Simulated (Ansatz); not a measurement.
# Two runs on MnS

System: MnS (2 atoms in the cell).
Method of run A: Kohn-Sham DFT of a periodic cell, PBE, Ansatz PAW, spin-polarised (Ansatz 0.2.0).

The structure derives from a Materials Project entry. Text and figures count atoms from 1; the logs count them from 0 in places.

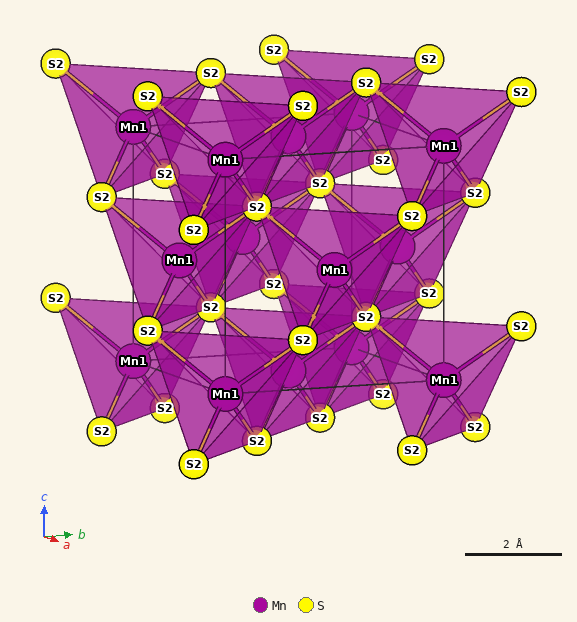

Fig. 1: The input geometry (polyhedral view of the cell 4 times as large as that of the calculation, set on its symmetry axes, seen slightly off an axis; polyhedra are completed across the faces of the cell; atoms are numbered from 1 in the order of the input). An atom can appear more than once, as a periodic image.

### Input, run A
```yaml
crystal:
  lattice:
    - [0.0, 2.4734634191, 2.4734634191]
    - [2.4734634191, 0.0, 2.4734634191]
    - [2.4734634191, 2.4734634191, 0.0]
  atoms:
    - { symbol: Mn, position: [0.0, 0.0, 0.0], spin: 0.92 }
    - { symbol: S, position: [0.75, 0.75, 0.75] }
hamiltonian:
  xc: pbe
  pseudopotentials: { kind: paw }
magnetization:
  spin_polarized: true
kpoints:
  mp_grid: { grid: [9, 9, 9] }
scf:
  occupations: { method: fermi_dirac, width: 0.05 }
output:
  forces: true
  stress: true
  eigenvalues: true
```

Command:
```bash
ansatz run input.yaml --threads 2 --pin off --max-ram 5632MiB --backend cpu --events-out ev --progress --plain --runs-dir out
```

Hardware: 2 threads of Arm Neoverse V2, 24 GiB of memory available, shared host.

### Output, shortened to warnings, some set-up lines, iterations and results (run A)
```
Basis set: ecut = 420 eV, 609 PW (Γ), exchange–correlation on 48×48×48 points (8 copies of the dense FFT grid, shifted against one another)
Symmetry: 24 space group operations
k-points: 35 of 729 (time reversal used)
Initial density: superposition of atomic densities (chi_scale 0.1, normalization cell, long waves kept (reshape's long-wave potential 0.00 eV rms))
[...]
SCF iter   1: F=—  HF=-4799.409425 eV  |F-HF|=—  |Δ(HF+E_count)|=         —  Δρ=4.26e-2 (↑3.07e-2 ↓4.26e-2)  dr2=9.55e-1  dr2_m=1.12e-1  M=0.558 μB ∫|m|=0.614 μB  β_m=0.30  …
SCF iter   2: F=—  HF=-4800.271473 eV  |F-HF|=—  |Δ(HF+E_count)|=   8.62e-1  Δρ=3.45e-2 (↑2.38e-2 ↓3.45e-2)  dr2=6.92e-1  dr2_m=7.57e-2  M=0.528 μB ∫|m|=0.579 μB  β_m=0.57  …
SCF iter   3: F=—  HF=-4801.475716 eV  |F-HF|=—  |Δ(HF+E_count)|=    1.20e0  Δρ=1.55e-2 (↑1.13e-2 ↓1.55e-2)  dr2=8.03e-2  dr2_m=3.88e-2  M=0.291 μB ∫|m|=0.331 μB  β_m=0.82  …
SCF iter   4: F=—  HF=-4801.402973 eV  |F-HF|=—  |Δ(HF+E_count)|=   7.27e-2  Δρ=1.06e-2 (↑9.79e-3 ↓1.06e-2)  dr2=1.13e-1  dr2_m=4.14e-4  M=0.197 μB ∫|m|=0.215 μB  β_m=0.91  …
SCF iter   5: F=—  HF=-4801.467428 eV  |F-HF|=—  |Δ(HF+E_count)|=   6.45e-2  Δρ=4.87e-3 (↑4.44e-3 ↓4.87e-3)  dr2=1.61e-2  dr2_m=1.46e-4  M=0.214 μB ∫|m|=0.234 μB  β_m=0.76  …
SCF iter   6: F=—  HF=-4801.461145 eV  |F-HF|=—  |Δ(HF+E_count)|=   6.28e-3  Δρ=2.32e-3 (↑1.61e-3 ↓2.32e-3)  dr2=2.28e-3  dr2_m=1.06e-4  M=0.224 μB ∫|m|=0.243 μB  β_m=0.88  …
SCF iter   7: F=—  HF=-4801.460916 eV  |F-HF|=—  |Δ(HF+E_count)|=   2.29e-4  Δρ=1.53e-3 (↑6.62e-4 ↓1.53e-3)  dr2=8.98e-4  dr2_m=8.16e-5  M=0.226 μB ∫|m|=0.245 μB  β_m=0.94  …
SCF iter   8: F=—  HF=-4801.460636 eV  |F-HF|=—  |Δ(HF+E_count)|=   2.80e-4  Δρ=5.13e-4 (↑1.58e-4 ↓5.13e-4)  dr2=4.06e-5  dr2_m=2.61e-5  M=0.224 μB ∫|m|=0.242 μB  β_m=0.97  …
SCF iter   9: F=—  HF=-4801.460648 eV  |F-HF|=—  |Δ(HF+E_count)|=   1.18e-5  Δρ=1.05e-4 (↑2.92e-5 ↓1.05e-4)  dr2=2.14e-6  dr2_m=1.01e-6  M=0.222 μB ∫|m|=0.239 μB  β_m=0.98  …
SCF iter  10: F=—  HF=-4801.460648 eV  |F-HF|=—  |Δ(HF+E_count)|=   1.75e-7  Δρ=2.00e-5 (↑6.07e-6 ↓2.00e-5)  dr2=6.93e-8  dr2_m=3.87e-8  M=0.222 μB ∫|m|=0.238 μB  β_m=0.99  …
SCF iter  11: F=—  HF=-4801.460648 eV  |F-HF|=—  |Δ(HF+E_count)|=   9.49e-9  Δρ=3.13e-6 (↑1.48e-6 ↓3.13e-6)  dr2=4.25e-9  dr2_m=7.80e-10  M=0.221 μB ∫|m|=0.238 μB  β_m=1.00  …
SCF iter  12: F=-4801.460648 eV  HF=-4801.460648 eV  |F-HF|=1.57e-9  |Δ(HF+E_count)|=   3.18e-9  Δρ=1.57e-6 (↑9.97e-7 ↓1.57e-6)  dr2=1.93e-9  dr2_m=4.26e-11  M=0.221 μB …
SCF 1 converged in 12 iterations: F = -4801.460648 eV  dr2 = 1.93e-9
SCF converged after 12 iterations
Magnetization: 0.2213 μB (10.6107 up, 10.3893 down)
Absolute magnetization: 0.2381 μB (∫|ρ↑−ρ↓|, with the PAW one-centre terms)
Spin contamination: 0.0040 ħ² per cell (⟨S²⟩ above its minimum at these occupations)
Per-site moments (μB) at R_I (Å): [(0.19077427709597042, 0.8836088894622478), (-0.002330748642580373, 0.8836088894622478)]
Free energy (F): -4801.460648 eV
Harris-Foulkes:  -4801.460648 eV  (|F-HF|=1.57e-9)
Internal energy: -4801.440874 eV  (E = F + TS)
E sigma→0 (E₀):  -4801.450761 eV
Entropy (-TS):   -0.019773 eV (-9.887 meV/atom)
Fermi energy:    11.744935 eV
--- Per-component energies (eV) ---
  E_band       = -259.654842
  E_kinetic    = 420.975098
  E_local      = -2443.404856  (includes V_loc(G=0)·N_el)
  E_nonlocal   = 269.279501
  E_hartree    = 1017.257952
  E_xc         = -212.900726
  E_vxc        = -235.909518  (∫ρ·V_xc dr)
  E_paw        = -1900.942375  (= ΣΔE_a)
  E_vpaw       = -305.108382  (= ΣTr[D̂ρ^β])
  E_aug_tail   = -0.000008  (compensation charges beyond the density's cutoff)
  E_ewald      = -1951.705460
  E_smearing   = -0.019773  (= −TS)
  E_closure    = 0.000000  (closes the sum)
  Σ components = -4801.460648   (vs F -4801.460648, Δ=0.00e0)
--- Forces (eV/Å), atoms counted from 1 ---
  atom   1  Mn     0.00000000    -0.00000000     0.00000000
  atom   2  S     -0.00000000    -0.00000000    -0.00000000
  max |Σ_I F_I| component: 2.31e-16 eV/Å
--- Stress (GPa, compression-positive) ---
        2.953694      -0.000000       0.000000
       -0.000000       2.953694      -0.000000
        0.000000      -0.000000       2.953694
  P = ⅓ Tr σ = 2.9537 GPa (29.537 kbar)
```

The input of run B differs as follows (lines with − go, lines with + come):
```diff
-    - { symbol: Mn, position: [0.0, 0.0, 0.0], spin: 0.92 }
+    - { symbol: Mn, position: [0.0, 0.0, 0.0], spin: 4.0 }
+  write_density: true
+  write_potential: true
+  elf: true
+  volumetric_format: npy
```

How does run B compare with run A?

The energy is the same within 0.01 meV per atom. The SCF takes 14 iterations against 12. On the same kind of shared host run B took about 1.5 times as long.

### Output, shortened to warnings, some set-up lines, iterations and results (run B)
```
Basis set: ecut = 420 eV, 609 PW (Γ), exchange–correlation on 48×48×48 points (8 copies of the dense FFT grid, shifted against one another)
Symmetry: 24 space group operations
k-points: 35 of 729 (time reversal used)
Initial density: superposition of atomic densities (chi_scale 0.1, normalization cell, long waves kept (reshape's long-wave potential 0.00 eV rms))
[...]
SCF iter   1: F=—  HF=-4799.878585 eV  |F-HF|=—  |Δ(HF+E_count)|=         —  Δρ=7.11e-2 (↑3.33e-2 ↓7.11e-2)  dr2=9.50e-1  dr2_m=6.35e-1  M=3.074 μB ∫|m|=3.133 μB  β_m=0.30  …
SCF iter   2: F=—  HF=-4800.483287 eV  |F-HF|=—  |Δ(HF+E_count)|=   6.05e-1  Δρ=6.37e-2 (↑3.97e-2 ↓6.37e-2)  dr2=5.50e-1  dr2_m=6.71e-1  M=2.845 μB ∫|m|=2.916 μB  β_m=0.53  …
SCF iter   3: F=—  HF=-4801.259468 eV  |F-HF|=—  |Δ(HF+E_count)|=   7.76e-1  Δρ=5.67e-2 (↑3.88e-2 ↓5.67e-2)  dr2=2.69e-1  dr2_m=6.12e-1  M=2.039 μB ∫|m|=2.174 μB  β_m=0.31  …
SCF iter   4: F=—  HF=-4801.540519 eV  |F-HF|=—  |Δ(HF+E_count)|=         —  Δρ=7.54e-2 (↑7.54e-2 ↓5.82e-2)  dr2=8.07e-2  dr2_m=1.21e0  M=0.815 μB ∫|m|=0.951 μB  β_m=0.82  …
SCF iter   5: F=—  HF=-4801.489762 eV  |F-HF|=—  |Δ(HF+E_count)|=   5.08e-2  Δρ=4.31e-2 (↑2.68e-2 ↓4.31e-2)  dr2=8.37e-2  dr2_m=3.30e-1  M=0.505 μB ∫|m|=0.586 μB  β_m=0.91  …
[... 5 lines ...]
SCF iter  11: F=—  HF=-4801.460648 eV  |F-HF|=—  |Δ(HF+E_count)|=   8.57e-7  Δρ=2.25e-5 (↑1.34e-5 ↓2.25e-5)  dr2=1.83e-7  dr2_m=3.80e-8  M=0.222 μB ∫|m|=0.238 μB  β_m=0.99  …
SCF iter  12: F=—  HF=-4801.460648 eV  |F-HF|=—  |Δ(HF+E_count)|=   7.90e-8  Δρ=1.02e-5 (↑7.21e-6 ↓1.02e-5)  dr2=6.05e-8  dr2_m=4.67e-9  M=0.221 μB ∫|m|=0.238 μB  β_m=1.00  …
SCF iter  13: F=—  HF=-4801.460648 eV  |F-HF|=—  |Δ(HF+E_count)|=   1.89e-9  Δρ=1.65e-6 (↑1.48e-6 ↓1.65e-6)  dr2=3.91e-10  dr2_m=6.06e-10  M=0.221 μB ∫|m|=0.238 μB  β_m=1.00  …
SCF iter  14: F=-4801.460648 eV  HF=-4801.460648 eV  |F-HF|=1.10e-9  |Δ(HF+E_count)|=   1.10e-9  Δρ=1.11e-6 (↑8.87e-7 ↓1.11e-6)  dr2=1.31e-9  dr2_m=4.47e-12  M=0.221 μB …
SCF 1 converged in 14 iterations: F = -4801.460648 eV  dr2 = 1.31e-9
SCF converged after 14 iterations
Magnetization: 0.2213 μB (10.6107 up, 10.3893 down)
Absolute magnetization: 0.2381 μB (∫|ρ↑−ρ↓|, with the PAW one-centre terms)
Spin contamination: 0.0040 ħ² per cell (⟨S²⟩ above its minimum at these occupations)
Per-site moments (μB) at R_I (Å): [(0.19076480054497683, 0.8836088894622478), (-0.0023307995906031863, 0.8836088894622478)]
Free energy (F): -4801.460648 eV
Harris-Foulkes:  -4801.460648 eV  (|F-HF|=1.10e-9)
Internal energy: -4801.440874 eV  (E = F + TS)
E sigma→0 (E₀):  -4801.450761 eV
Entropy (-TS):   -0.019774 eV (-9.887 meV/atom)
Fermi energy:    11.744972 eV
--- Per-component energies (eV) ---
  E_band       = -259.654079
  E_kinetic    = 420.975238
  E_local      = -2443.400489  (includes V_loc(G=0)·N_el)
  E_nonlocal   = 269.278291
  E_hartree    = 1017.254273
  E_xc         = -212.900944
  E_vxc        = -235.909797  (∫ρ·V_xc dr)
  E_paw        = -1900.941775  (= ΣΔE_a)
  E_vpaw       = -305.107926  (= ΣTr[D̂ρ^β])
  E_aug_tail   = -0.000008  (compensation charges beyond the density's cutoff)
  E_ewald      = -1951.705460
  E_smearing   = -0.019774  (= −TS)
  E_closure    = 0.000000  (closes the sum)
  Σ components = -4801.460648   (vs F -4801.460648, Δ=0.00e0)
--- Forces (eV/Å), atoms counted from 1 ---
  atom   1  Mn     0.00000000    -0.00000000    -0.00000000
  atom   2  S     -0.00000000    -0.00000000     0.00000000
  max |Σ_I F_I| component: 2.17e-16 eV/Å
--- Stress (GPa, compression-positive) ---
        2.953356      -0.000000       0.000000
       -0.000000       2.953356      -0.000000
        0.000000      -0.000000       2.953356
  P = ⅓ Tr σ = 2.9534 GPa (29.534 kbar)
```

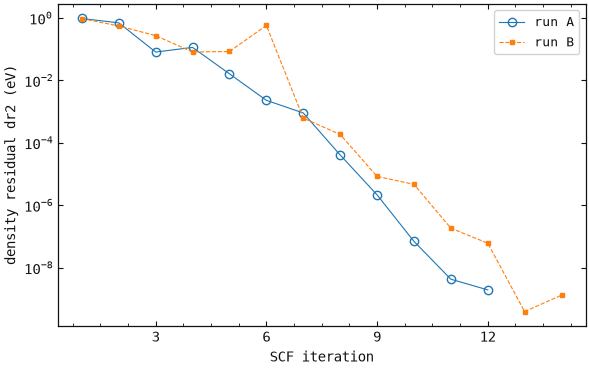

Fig. 2: Convergence of the two runs: density residual dr2 against the SCF iteration. Run A takes 12 iterations in all, and run B takes 14.

### The two runs side by side

```csv
quantity,run A,run B
outcome,converged,converged
free energy per atom (eV),−2400.7303,−2400.7303
"energy per atom, smearing taken to zero (eV)",−2400.7254,−2400.7254
gap on the mesh (eV),0.00,0.00
net moment of the cell (μB),0.22,0.22
absolute moment of the cell (μB),0.24,0.24
pressure (GPa),2.95,2.95
largest force (eV/Å),0.000,0.000
SCF iterations,12,14
irreducible k-points,35,35
plane waves at Γ,609,609
wall time (shared host),2.3 s,3.4 s
```
